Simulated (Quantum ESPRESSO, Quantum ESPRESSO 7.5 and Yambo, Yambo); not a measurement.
## A GW chain in Yambo: SiC (Moissanite)

Aim: the G0W0 gap of SiC (Moissanite) on PBE, step by step.

Program: Quantum ESPRESSO 7.5 and Yambo 5.3.0. Level of theory: PBE and many-body steps on it, plane waves. Results are calculated unless marked as measured.

**Experimental background.**

- Gap 3.33 eV: band gap at cryogenic temperature; bulk crystal (literature value) (quoted in “Silicon carbide diodes for neutron detection”, 2020, arxiv:2009.14696).

This is a report of a sequence of runs, with most program output left out.

## Step 1: The starting structure

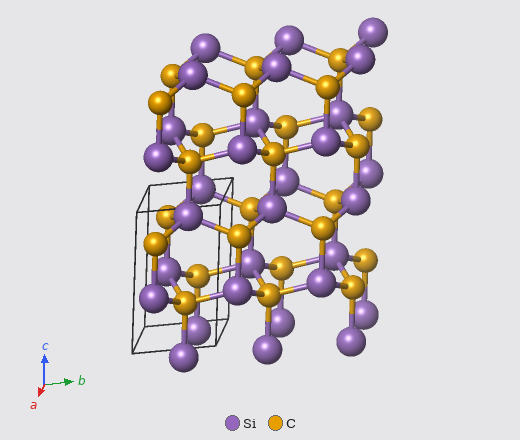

The cell as given, slightly off an axis (silicon purple, carbon orange). 2×3×2 cells are drawn. Some periodic images of atoms are drawn too.

The cell and positions come from the Crystallography Open Database and are kept as given unless a step says otherwise.

## Step 2: Ground state

This step: Quantum ESPRESSO 7.5; DFT, PBE, plane waves, norm-conserving pseudopotentials.

The ground-state density comes first.

pw.in

```
&control
  calculation = 'scf'
  prefix = 'x'
  outdir = 'o'
  pseudo_dir = 'pseudo'
/
&system
  ibrav = 0
  nat = 4
  ntyp = 2
  ecutwfc = 74.0
  nbnd = 14
  force_symmorphic = .true.
/
&electrons
  conv_thr = 1e-10
  electron_maxstep = 80
  mixing_beta = 0.5
/
ATOMIC_SPECIES
  Si 28.085 Si.upf
  C 12.011 C.upf
CELL_PARAMETERS angstrom
  3.0760000000 0.0000000000 0.0000000000
  -1.5380000000 2.6638941420 0.0000000000
  0.0000000000 0.0000000000 5.0480000000
ATOMIC_POSITIONS crystal
  Si 0.3333333333 0.6666666667 0.0000000000
  Si 0.6666666667 0.3333333333 0.5000000000
  C 0.3333333333 0.6666666667 0.3850000000
  C 0.6666666667 0.3333333333 0.8850000000
K_POINTS automatic
  6 6 4 0 0 0
```

Launch:

```
$ OMP_NUM_THREADS=1 mpirun -n 8 pw.x -nk 8 -in pw.in > pw.out
```

The job ended after 3.6 s (8 MPI ranks of Intel Xeon Platinum 8488C (Sapphire Rapids), shared host; peak memory 0.49 GiB).

Numbers from this step:

```yaml
total_energy: -558.8583 eV
gap: 2.329 eV
k_of_the_valence_top: 0, 0, 0
k_of_the_conduction_bottom: 0.3333, 0.3333, 0
least_direct_gap: 4.083 eV
```

The gap is indirect, with the least direct gap 1.75 eV higher.

## Step 3: Bands along the symmetry lines

The cheap functional maps the bands first; the places of the edges decide which points the dearer methods must see.

pw.in

```
&control
  calculation = 'bands'
  prefix = 'x'
  outdir = 'o'
  pseudo_dir = 'pseudo'
/
&system
  ibrav = 0
  nat = 4
  ntyp = 2
  ecutwfc = 74.0
  nbnd = 14
  force_symmorphic = .true.
/
&electrons
  conv_thr = 1e-9
  electron_maxstep = 80
  diago_full_acc = .true.
  diago_thr_init = 5e-6
/
ATOMIC_SPECIES
  Si 28.085 Si.upf
  C 12.011 C.upf
CELL_PARAMETERS angstrom
  3.0760000000 0.0000000000 0.0000000000
  -1.5380000000 2.6638941420 0.0000000000
  0.0000000000 0.0000000000 5.0480000000
ATOMIC_POSITIONS crystal
  Si 0.3333333333 0.6666666667 0.0000000000
  Si 0.6666666667 0.3333333333 0.5000000000
  C 0.3333333333 0.6666666667 0.3850000000
  C 0.6666666667 0.3333333333 0.8850000000
K_POINTS crystal
  75
  0.00000000 0.00000000 0.00000000 1
  0.06250000 0.00000000 0.00000000 1
  0.12500000 0.00000000 0.00000000 1
  0.18750000 0.00000000 0.00000000 1
  0.25000000 0.00000000 0.00000000 1
  0.31250000 0.00000000 0.00000000 1
  0.37500000 0.00000000 0.00000000 1
  0.43750000 0.00000000 0.00000000 1
  0.50000000 0.00000000 0.00000000 1
  0.47916667 0.04166667 0.00000000 1
  0.45833333 0.08333333 0.00000000 1
  0.43750000 0.12500000 0.00000000 1
  0.41666666 0.16666666 0.00000000 1
  0.39583333 0.20833333 0.00000000 1
  0.37500000 0.25000000 0.00000000 1
  0.35416666 0.29166666 0.00000000 1
  0.33333333 0.33333333 0.00000000 1
  0.29166666 0.29166666 0.00000000 1
  0.25000000 0.25000000 0.00000000 1
  0.20833333 0.20833333 0.00000000 1
  0.16666666 0.16666666 0.00000000 1
  0.12500000 0.12500000 0.00000000 1
  0.08333333 0.08333333 0.00000000 1
  0.04166667 0.04166667 0.00000000 1
  0.00000000 0.00000000 0.00000000 1
  0.00000000 0.00000000 0.06250000 1
  0.00000000 0.00000000 0.12500000 1
  0.00000000 0.00000000 0.18750000 1
  0.00000000 0.00000000 0.25000000 1
  0.00000000 0.00000000 0.31250000 1
  0.00000000 0.00000000 0.37500000 1
  0.00000000 0.00000000 0.43750000 1
  0.00000000 0.00000000 0.50000000 1
  0.06250000 0.00000000 0.50000000 1
  0.12500000 0.00000000 0.50000000 1
  0.18750000 0.00000000 0.50000000 1
  0.25000000 0.00000000 0.50000000 1
  0.31250000 0.00000000 0.50000000 1
  0.37500000 0.00000000 0.50000000 1
  0.43750000 0.00000000 0.50000000 1
  0.50000000 0.00000000 0.50000000 1
  0.47916667 0.04166667 0.50000000 1
  0.45833333 0.08333333 0.50000000 1
  0.43750000 0.12500000 0.50000000 1
  0.41666666 0.16666666 0.50000000 1
  0.39583333 0.20833333 0.50000000 1
  0.37500000 0.25000000 0.50000000 1
  0.35416666 0.29166666 0.50000000 1
  0.33333333 0.33333333 0.50000000 1
  0.29166666 0.29166666 0.50000000 1
  0.25000000 0.25000000 0.50000000 1
  0.20833333 0.20833333 0.50000000 1
  0.16666666 0.16666666 0.50000000 1
  0.12500000 0.12500000 0.50000000 1
  0.08333333 0.08333333 0.50000000 1
  0.04166667 0.04166667 0.50000000 1
  0.00000000 0.00000000 0.50000000 1
  0.50000000 0.00000000 0.50000000 1
  0.50000000 0.00000000 0.43750000 1
  0.50000000 0.00000000 0.37500000 1
  0.50000000 0.00000000 0.31250000 1
  0.50000000 0.00000000 0.25000000 1
  0.50000000 0.00000000 0.18750000 1
  0.50000000 0.00000000 0.12500000 1
  0.50000000 0.00000000 0.06250000 1
  0.50000000 -0.00000000 0.00000000 1
  0.33333333 0.33333333 0.50000000 1
  0.33333333 0.33333333 0.43750000 1
  0.33333333 0.33333333 0.37500000 1
  0.33333333 0.33333333 0.31250000 1
  0.33333333 0.33333333 0.25000000 1
  0.33333333 0.33333333 0.18750000 1
  0.33333333 0.33333333 0.12500000 1
  0.33333333 0.33333333 0.06250000 1
  0.33333333 0.33333333 0.00000000 1
```

Elapsed: 3.5 s, on 8 MPI ranks; peak memory 0.47 GiB; 26 s of CPU time.

This step gave:

* gap: 2.329 eV
* k of the valence top: 0, 0, 0
* k of the conduction bottom: 0.3333, 0.3333, 0
* least direct gap: 4.083 eV

The gap is 2.329 eV, as in the run before at this level.

The electronic bands at the labelled points (eV, zero at the top of the highest filled band; v1 is the highest filled band, c1 the lowest empty one):

| point | v4 | v3 | v2 | v1 | c1 | c2 | c3 | c4 |
| --- | --- | --- | --- | --- | --- | --- | --- | --- |
| Γ | -1.56 | -0.28 | -0.28 | 0.00 | 4.62 | 6.02 | 6.51 | 6.51 |
| M | -5.44 | -3.55 | -3.26 | -1.49 | 2.60 | 4.20 | 6.75 | 7.21 |
| K | -6.51 | -4.12 | -4.04 | -4.04 | 2.33 | 7.98 | 8.65 | 8.65 |
| Γ | -1.56 | -0.28 | -0.28 | 0.00 | 4.62 | 6.02 | 6.51 | 6.51 |
| A | -0.97 | -0.97 | -0.97 | -0.97 | 5.71 | 5.71 | 7.17 | 7.17 |
| L | -2.69 | -2.69 | -2.34 | -2.34 | 3.17 | 3.17 | 5.00 | 5.00 |
| H | -5.86 | -5.86 | -1.75 | -1.75 | 4.82 | 4.82 | 5.97 | 5.97 |
| A | -0.97 | -0.97 | -0.97 | -0.97 | 5.71 | 5.71 | 7.17 | 7.17 |
| jump to L | -2.69 | -2.69 | -2.34 | -2.34 | 3.17 | 3.17 | 5.00 | 5.00 |
| M | -5.44 | -3.55 | -3.26 | -1.49 | 2.60 | 4.20 | 6.75 | 7.21 |
| jump to H | -5.86 | -5.86 | -1.75 | -1.75 | 4.82 | 4.82 | 5.97 | 5.97 |
| K | -6.51 | -4.12 | -4.04 | -4.04 | 2.33 | 7.98 | 8.65 | 8.65 |

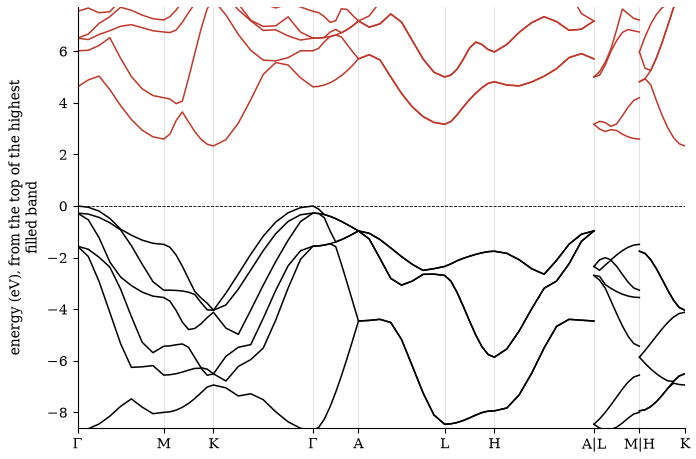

Electronic bands along the path; lines of filled and empty bands in two colours.

## Step 4: Empty states on the mesh, 6×6×4 mesh, 273 bands

The sums over transitions need many empty states on a uniform mesh; this step solves for them.

pw.in

```
&control
  calculation = 'nscf'
  prefix = 'x'
  outdir = 'o'
  pseudo_dir = 'pseudo'
/
&system
  ibrav = 0
  nat = 4
  ntyp = 2
  ecutwfc = 74.0
  nbnd = 273
  force_symmorphic = .true.
/
&electrons
  conv_thr = 1e-9
  electron_maxstep = 80
  diago_full_acc = .true.
  diago_thr_init = 5e-6
/
ATOMIC_SPECIES
  Si 28.085 Si.upf
  C 12.011 C.upf
CELL_PARAMETERS angstrom
  3.0760000000 0.0000000000 0.0000000000
  -1.5380000000 2.6638941420 0.0000000000
  0.0000000000 0.0000000000 5.0480000000
ATOMIC_POSITIONS crystal
  Si 0.3333333333 0.6666666667 0.0000000000
  Si 0.6666666667 0.3333333333 0.5000000000
  C 0.3333333333 0.6666666667 0.3850000000
  C 0.6666666667 0.3333333333 0.8850000000
K_POINTS automatic
  6 6 4 0 0 0
```

Launch:

```
$ OMP_NUM_THREADS=1 mpirun -n 8 pw.x -nk 4 -in pw.in > pw.out
```

The job ended after 26 s (8 MPI ranks; peak memory 0.78 GiB; 3.4 min of CPU time).

Numbers from this step:

- gap: 2.329 eV
- k of the valence top: 0, 0, 0
- k of the conduction bottom: 0.3333, 0.3333, 0
- least direct gap: 4.083 eV
- k points computed: 24
- lowest point of the top converged band, above the valence top: 180.3664 eV

On this mesh the gap is 2.329 eV.

## Step 5: Conversion and set-up

This step: Yambo 5.3.0; conversion and set-up on PBE, plane waves, norm-conserving pseudopotentials.

The states are converted to the many-body program's format and the q mesh is built.

Launch:

```
$ (cd o/x.save; p2y > p2y.log; mv SAVE ../..); yambo > setup.log
```

Run time: 3.4 s. Hardware: 1 MPI rank; peak memory 0.25 GiB.

## Step 6: Screening and self-energy, 6×6×4 mesh, 273 bands, screening to 217.7 eV

G0W0 replaces the xc potential by the self-energy, built once from these orbitals. Only a window of levels is corrected, while the sums run over the empty bands that the input names.

This step: G0W0 on PBE, plane waves, norm-conserving pseudopotentials.

gw3.in

```
HF_and_locXC
gw0
dyson
ppa
em1d
rim_cut
RandQpts= 1000000
RandGvec= 1 RL
EXXRLvcs= 74 Ry
VXCRLvcs= 296 Ry
Chimod= "HARTREE"
% BndsRnXp
 1 | 273 |
%
NGsBlkXp= 16 Ry
% LongDrXp
 1 | 1 | 1 |
%
% GbndRnge
 1 | 273 |
%
DysSolver= "n"
ExtendOut
PPAPntXp= 27.21138 eV
% QPkrange
 1 | 1 | 7 | 10 |
 19 | 19 | 7 | 10 |
 10 | 10 | 7 | 10 |
%
```

Launch:

```
$ OMP_NUM_THREADS=1 mpirun -n 8 yambo -F gw3.in -J gw3 -C gw3 > gw3.log
```

Run time: 13 min. Hardware: 8 MPI ranks; peak memory 6 GiB; 1.7 h of CPU time.

This step gave:

```
G0W0 gap on the points computed              : 3.073 eV
starting gap on the mesh                     : 2.329 eV
k of the valence top                         : 0, 0, 0
k of the conduction bottom                   : 0.3333, 0.3333, 0
least direct G0W0 gap on the computed points : 5.057 eV
Z at the valence top                         : 0.7966
Z at the conduction bottom                   : 0.8275
```

The gap on the mesh goes from 2.33 eV to 3.07 eV, a correction of +0.74 eV.

Limits: finite bands, cutoff and mesh. v1 is the top filled band, c1 the lowest empty one. Levels before and after the correction, in eV, zero at the valence-band top of each column:

|  | conduction bottom | valence top |
| --- | --- | --- |
| Kohn-Sham | 2.33 | 0.00 |
| G0W0 | 3.07 | 0.00 |

|  | level | energy (eV) |
| --- | --- | --- |
| Kohn-Sham | Γ v2 | -0.275 |
| Kohn-Sham | Γ v1 | 0.000 |
| Kohn-Sham | Γ c1 | 4.620 |
| Kohn-Sham | Γ c2 | 6.019 |
| Kohn-Sham | (0.333 0.333 0) v2-v1 | -4.042 |
| Kohn-Sham | (0.333 0.333 0) c1 | 2.329 |
| Kohn-Sham | (0.333 0.333 0) c2 | 7.984 |
| G0W0 | Γ v2 | -0.303 |
| G0W0 | Γ v1 | 0.000 |
| G0W0 | Γ c1 | 5.522 |
| G0W0 | Γ c2 | 6.877 |
| G0W0 | (0.333 0.333 0) v2-v1 | -4.380 |
| G0W0 | (0.333 0.333 0) c1 | 3.073 |
| G0W0 | (0.333 0.333 0) c2 | 9.089 |

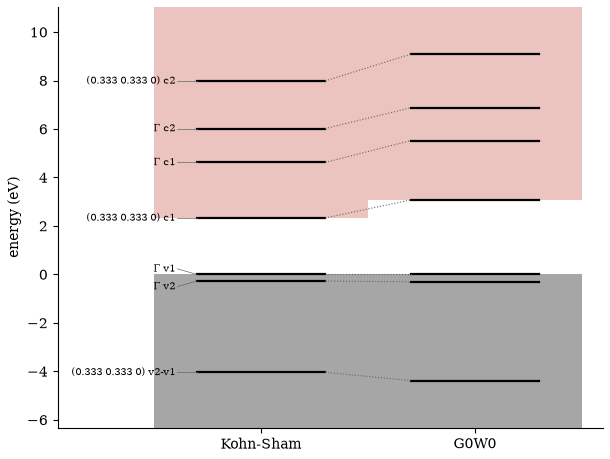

Levels before and after the correction. Shaded: valence and conduction bands.

## Step 7: Where the time went

Times are wall times on the hardware named with each run, good to a factor of about two.

| step | time | share | memory (GiB) |
| --- | --- | --- | --- |
| ground state | 3.6 s | 0 % | 0.49 |
| bands along the symmetry lines | 3.5 s | 0 % | 0.47 |
| empty states on the mesh | 26 s | 3 % | 0.78 |
| conversion and set-up | 3.4 s | 0 % | 0.25 |
| screening and self-energy | 13 min | 95 % | 6.0 |

## Step 8: What came out

* PBE gap: 2.33 eV, indirect
* G0W0 gap on the mesh: 3.07 eV
* GW settings: 6×6×4 mesh, 273 bands, screening to 217.7 eV, Godby-Needs plasmon pole
* known limits: not at the basis limit

G0W0 moves the gap on the mesh from 2.33 eV to 3.07 eV (+0.74 eV), with Z of 0.80 and 0.83 at the edges. Only 3 of the mesh's irreducible points were corrected, so a valley elsewhere could overtake. The dearest step here is «screening and self-energy». Against experiment, by G0W0@PBE: the gap of 3.07 eV lies −0.26 eV from the measured 3.33 eV (kind not stated, quoted 2020). The calculation has static nuclei and no excitons; a measured gap holds zero-point and thermal motion, which mostly lowers it. Bands and cutoff are finite, so the gap is not at the basis limit. The miss can reach some tenths of an eV and take either sign; the mesh is an error of its own. In the G0W0 run levels were corrected at 3 k points alone, so a gap called «on the mesh» is the least over those, and an edge elsewhere would be missed.

[Paths, hosts, dates, memory and timing lines, banners, echoed tables and standing remarks are left out of the program output.]

[Logs are printed without paths, hosts, clocks, repeated set-up lines and the standing remarks that a program may print on its own settings, such as how far it seeks lower states.]

[Runs of the session that timed out or met a known fault of the program may be left out.]

[Hosts, paths, dates, database ids (printed as entryN), source tags and the programs' standing remarks are cut or masked in the printed files.]
